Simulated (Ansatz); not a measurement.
## SiC12: geometry relaxation (part 3 of 3)

The same run, continued: SiC12 (slab, 13 atoms in the cell); DFT PBE, scalar-relativistic, plane waves, PAW, PAW set soft_1, no spin polarisation (Ansatz 0.2.0); cutoff 420 eV, 6×3×1 k-mesh, Gaussian smearing of 0.1 eV. The structure derives from a Materials Project entry. The input holds or restrains some coordinates. Forces given for the steps count only the free coordinates.

Geometry of the input (Å; fractional positions):
```
4.9327  0.0000  0.0000
-1.2332  8.7859  0.0000
0.0000  0.0000  20.2907
C  0.0197  0.0788  0.1971
C  0.5197  0.0788  0.1971
C  0.2746  0.0985  0.2312
C  0.7746  0.0985  0.2312
C  0.2845  0.1379  0.2992
C  0.7845  0.1379  0.2992
C  0.0393  0.1572  0.3324
C  0.5393  0.1572  0.3324
C  0.0497  0.1987  0.4035
C  0.5497  0.1987  0.4035
C  0.3041  0.2163  0.4332
C  0.8041  0.2163  0.4332
Si 0.4291  0.9663  0.3823
```

Trajectory as extended XYZ (Å, eV, eV/Å), 8 of the 11 frames kept, from step=1 to step=11:
```
13
Lattice="4.9327 0.0000 0.0000 -1.2332 8.7859 0.0000 0.0000 0.0000 20.2907" Properties=species:S:1:pos:R:3:forces:R:3 step=1 energy=-3631.19926
C     0.0000    0.6923    4.0000    0.1019   0.4577   1.6131
C     2.4663    0.6923    4.0000   -0.1006   0.4365   1.4466
C     1.2332    0.8654    4.6906   -0.0095  -0.8749  -3.2975
C     3.6995    0.8654    4.6906    0.0576  -0.8147  -3.1005
C     1.2332    1.2116    6.0718   -0.9516   0.1985   0.8691
C     3.6995    1.2116    6.0718    1.2239   0.3961   0.7206
C     0.0000    1.3811    6.7447   -0.5486  -0.1034  -0.1713
C     2.4663    1.3811    6.7447    0.4781   0.0401  -0.6089
C     0.0000    1.7459    8.1881   -0.9481   0.1345   0.2235
C     2.4663    1.7459    8.1881   -0.0299   0.2698   0.2756
C     1.2332    1.9005    8.7907   -0.1320  -0.4563   0.8990
C     3.6995    1.9005    8.7907    1.0221  -0.0558   0.3526
Si    0.9249    8.4899    7.7570   -0.1636   0.3705   0.7799
13
Lattice="4.9327 0.0000 0.0000 -1.2332 8.7859 0.0000 0.0000 0.0000 20.2907" Properties=species:S:1:pos:R:3:forces:R:3 step=2 energy=-3631.24708
C     0.0000    0.6923    4.0000    0.0972   0.4552   1.5765
C     2.4663    0.6923    4.0000   -0.0810   0.4214   1.4199
C     1.2332    0.8654    4.6906   -0.0277  -0.8496  -3.2160
C     3.6995    0.8654    4.6906    0.0483  -0.8083  -3.0499
C     1.2332    1.2116    6.0718   -0.9388   0.1914   0.8672
C     3.6995    1.2116    6.0718    1.2029   0.3855   0.7534
C     0.0000    1.3811    6.7447   -0.5475  -0.0779  -0.2044
C     2.4663    1.3811    6.7447    0.4117  -0.1957  -0.4843
C     0.0000    1.7459    8.1881   -0.8988   0.0936   0.1313
C     2.4663    1.7459    8.1881    0.0355   0.3498   0.1816
C     1.2332    1.9005    8.7907   -0.1600  -0.5041   0.9691
C     3.6995    1.9005    8.7907    0.9775  -0.0724   0.4199
Si    0.9249    8.4899    7.8246   -0.1193   0.6118   0.6380
13
Lattice="4.9327 0.0000 0.0000 -1.2332 8.7859 0.0000 0.0000 0.0000 20.2907" Properties=species:S:1:pos:R:3:forces:R:3 step=4 energy=-3631.39716
C     0.0000    0.6923    4.0000    0.0674   0.4003   1.3660
C     2.4663    0.6923    4.0000   -0.0251   0.2744   1.2571
C     1.2332    0.8654    4.6906   -0.0765  -0.6691  -2.7924
C     3.6995    0.8654    4.6906    0.0279  -0.7202  -2.7999
C     1.2332    1.2116    6.0718   -0.7912   0.1433   0.8928
C     3.6995    1.2116    6.0718    0.9714   0.2947   0.9119
C     0.0000    1.3811    6.7447   -0.4692   0.2098  -0.2335
C     2.4663    1.3811    6.7447    0.2014  -0.6706   0.0410
C     0.0000    1.7459    8.1881   -0.6303  -0.1187  -0.5062
C     2.4663    1.7459    8.1881    0.3577   0.6922  -0.7102
C     1.2332    1.9005    8.7907   -0.2103  -0.9418   1.4661
C     3.6995    1.9005    8.7907    0.6295  -0.2704   0.8096
Si    0.9249    8.4899    8.2196   -0.0528   1.3762   0.2982
13
Lattice="4.9327 0.0000 0.0000 -1.2332 8.7859 0.0000 0.0000 0.0000 20.2907" Properties=species:S:1:pos:R:3:forces:R:3 step=5 energy=-3631.47482
C     0.0000    0.6923    4.0000    0.0589   0.3369   1.3321
C     2.4663    0.6923    4.0000   -0.0167   0.2039   1.2472
C     1.2332    0.8654    4.6906   -0.0788  -0.5933  -2.7296
C     3.6995    0.8654    4.6906    0.0219  -0.6534  -2.7560
C     1.2332    1.2116    6.0718   -0.6382   0.1640   0.9527
C     3.6995    1.2116    6.0718    0.7779   0.2711   0.9597
C     0.0000    1.3811    6.7447   -0.4103   0.4045  -0.1745
C     2.4663    1.3811    6.7447    0.1833  -0.4547   0.0689
C     0.0000    1.7459    8.1881   -0.4722  -0.2080  -0.8286
C     2.4663    1.7459    8.1881    0.4737   0.6495  -1.3692
C     1.2332    1.9005    8.7907   -0.2189  -1.3249   1.7478
C     3.6995    1.9005    8.7907    0.4146  -0.4766   1.0165
Si    0.9249    8.4899    8.4146   -0.0953   1.6838   0.5312
13
Lattice="4.9327 0.0000 0.0000 -1.2332 8.7859 0.0000 0.0000 0.0000 20.2907" Properties=species:S:1:pos:R:3:forces:R:3 step=7 energy=-3631.76209
C     0.0000    0.6923    4.0000   -0.0044   0.3104   1.5594
C     2.4663    0.6923    4.0000    0.0392   0.2182   1.5386
C     1.2332    0.8654    4.6906   -0.0368  -0.6441  -3.0861
C     3.6995    0.8654    4.6906   -0.0100  -0.6306  -2.9327
C     1.2332    1.2116    6.0718   -0.2615   0.2922   1.2182
C     3.6995    1.2116    6.0718    0.3419   0.3109   1.1032
C     0.0000    1.3811    6.7447   -0.3077   0.6079  -0.0034
C     2.4663    1.3811    6.7447    0.1885   0.0682  -0.1499
C     0.0000    1.7459    8.1881   -0.3402  -0.3269  -1.1941
C     2.4663    1.7459    8.1881    0.5808   0.1231  -2.1395
C     1.2332    1.9005    8.7907   -0.2177  -2.0264   2.0424
C     3.6995    1.9005    8.7907    0.1369  -0.8942   1.2679
Si    0.9249    8.4899    8.8046   -0.1091   2.5947   0.7775
13
Lattice="4.9327 0.0000 0.0000 -1.2332 8.7859 0.0000 0.0000 0.0000 20.2907" Properties=species:S:1:pos:R:3:forces:R:3 step=8 energy=-3631.89446
C     0.0000    0.6923    4.0000   -0.0250   0.3391   1.6886
C     2.4663    0.6923    4.0000    0.0549   0.2684   1.6961
C     1.2332    0.8654    4.6906   -0.0153  -0.7064  -3.2742
C     3.6995    0.8654    4.6906   -0.0227  -0.6609  -3.0587
C     1.2332    1.2116    6.0718   -0.1232   0.3388   1.3457
C     3.6995    1.2116    6.0718    0.1816   0.3328   1.1890
C     0.0000    1.3811    6.7447   -0.2658   0.6318   0.0734
C     2.4663    1.3811    6.7447    0.1813   0.1626  -0.2291
C     0.0000    1.7459    8.1881   -0.3394  -0.3142  -1.2213
C     2.4663    1.7459    8.1881    0.5715  -0.1453  -2.1376
C     1.2332    1.9005    8.7907   -0.1882  -2.2214   2.0994
C     3.6995    1.9005    8.7907    0.0655  -1.0352   1.2778
Si    0.9249    8.4899    8.9996   -0.0752   3.0132   0.5524
13
Lattice="4.9327 0.0000 0.0000 -1.2332 8.7859 0.0000 0.0000 0.0000 20.2907" Properties=species:S:1:pos:R:3:forces:R:3 step=10 energy=-3631.98080
C     0.0000    0.6923    4.0000   -0.0459   0.3697   1.8427
C     2.4663    0.6923    4.0000    0.0666   0.3519   1.8709
C     1.2332    0.8654    4.6906    0.0005  -0.7833  -3.4739
C     3.6995    0.8654    4.6906   -0.0251  -0.7009  -3.2132
C     1.2332    1.2116    6.0718    0.0117   0.3770   1.4599
C     3.6995    1.2116    6.0718    0.0186   0.3448   1.2847
C     0.0000    1.3811    6.7447   -0.2088   0.6411   0.1787
C     2.4663    1.3811    6.7447    0.1618   0.1983  -0.2545
C     0.0000    1.7459    8.1881   -0.3475  -0.2443  -1.2216
C     2.4663    1.7459    8.1881    0.5333  -0.4250  -1.9999
C     1.2332    1.9005    8.7907   -0.1161  -2.3880   2.2081
C     3.6995    1.9005    8.7907   -0.0321  -1.1950   1.3291
Si    0.9249    8.4899    9.3059   -0.0170   3.4529  -0.0099
13
Lattice="4.9327 0.0000 0.0000 -1.2332 8.7859 0.0000 0.0000 0.0000 20.2907" Properties=species:S:1:pos:R:3:forces:R:3 step=11 energy=-3631.98080
C     0.0000    0.6923    4.0000   -0.0458   0.3694   1.8421
C     2.4663    0.6923    4.0000    0.0665   0.3516   1.8708
C     1.2332    0.8654    4.6906   -0.0005  -0.7833  -3.4739
C     3.6995    0.8654    4.6906   -0.0241  -0.7010  -3.2134
C     1.2332    1.2116    6.0718    0.0120   0.3771   1.4603
C     3.6995    1.2116    6.0718    0.0183   0.3449   1.2850
C     0.0000    1.3811    6.7447   -0.2087   0.6411   0.1786
C     2.4663    1.3811    6.7447    0.1617   0.1983  -0.2546
C     0.0000    1.7459    8.1881   -0.3478  -0.2437  -1.2212
C     2.4663    1.7459    8.1881    0.5339  -0.4247  -2.0002
C     1.2332    1.9005    8.7907   -0.1171  -2.3875   2.2080
C     3.6995    1.9005    8.7907   -0.0314  -1.1950   1.3284
Si    0.9249    8.4899    9.3059   -0.0171   3.4526  -0.0098
```

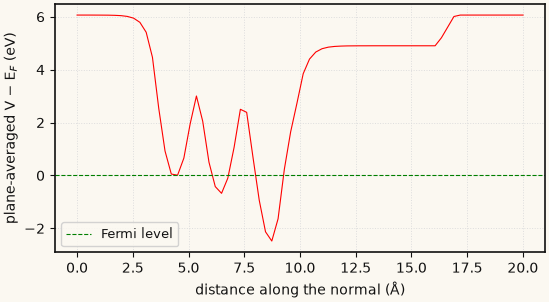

Fig. 1: Plane average of the electrostatic potential energy of an electron across the cell, from the Fermi level. The vacuum level lies 4.90 eV above the Fermi level on the upper side and 6.06 eV on the lower.

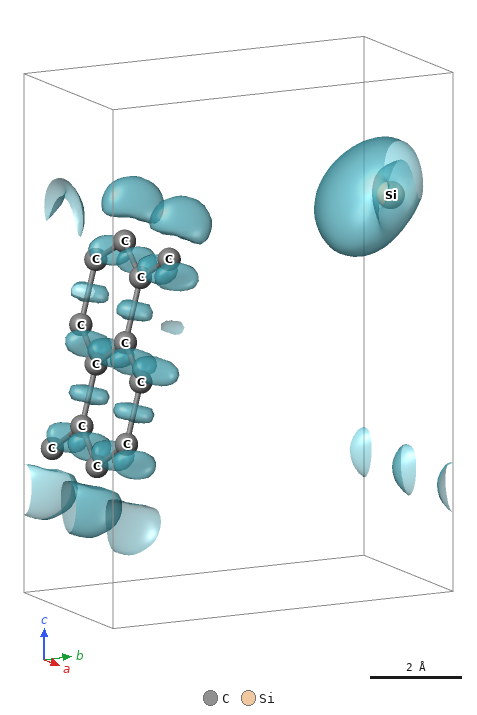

Fig. 2: Isosurface of the electron localisation function at 0.85 (cyan), seen slightly off an axis. Only the valence region is drawn (cores and ρ < 0.01 e/Å³ removed). Sticks mark near contacts. Values along the shortest contacts: C–C (1.38 Å): the ELF peaks at about 0.95 between the atoms (a shared electron pair). Si–C (2.35 Å): the ELF peaks at about 0.65 between the atoms. In a PAW calculation such maps are meaningful between the atoms, not at the nuclei.

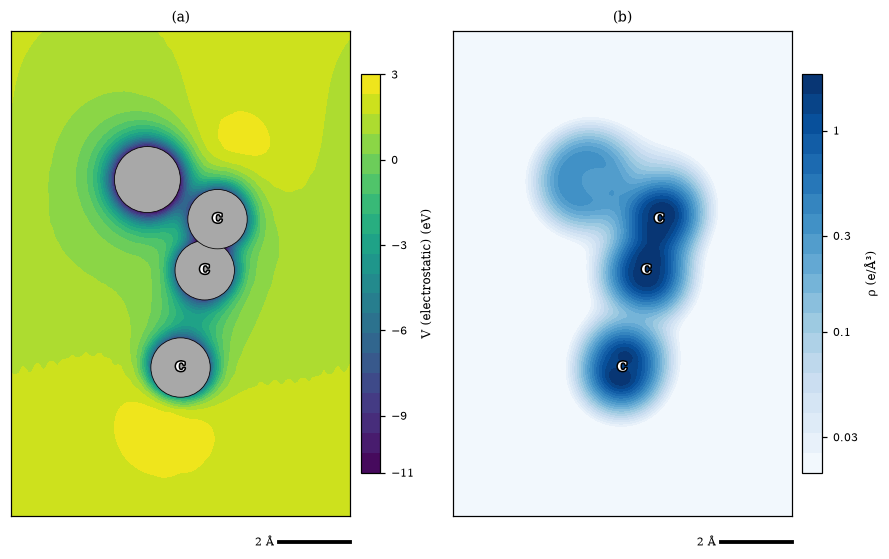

Fig. 3: (a) electrostatic potential (local pseudopotential plus Hartree) felt by an electron; (b) valence charge density (pseudo) on the (100) plane of the calculation cell, a cut from vacuum to vacuum. Grey discs, where drawn, cover atomic cores. The section cuts through C sites. C–C (1.49 Å): ρ is about 1.7 e/Å³ halfway. The density dies away to nearly zero in the vacuum.

Summary:

- outcome: converged under the restraints of the input
- electrons treated: 52
- free energy: −3631.9808 eV
- work function, top face: 4.90 eV
- work function, bottom face: 6.06 eV
- Fermi energy: −3.637 eV
- gap on the k-point mesh: none (metallic)
- final volume: 879.36 Å³
- work function (upper face): 4.90 eV
- largest force (length of the vector) at the end, held atoms and coordinates included: 3.561 eV/Å
- wall time: 94 s (CPU time 6.2 min)
- peak memory: 1.2 GiB

Warnings of the run: the exchange-correlation potential is rough where the density is thin.
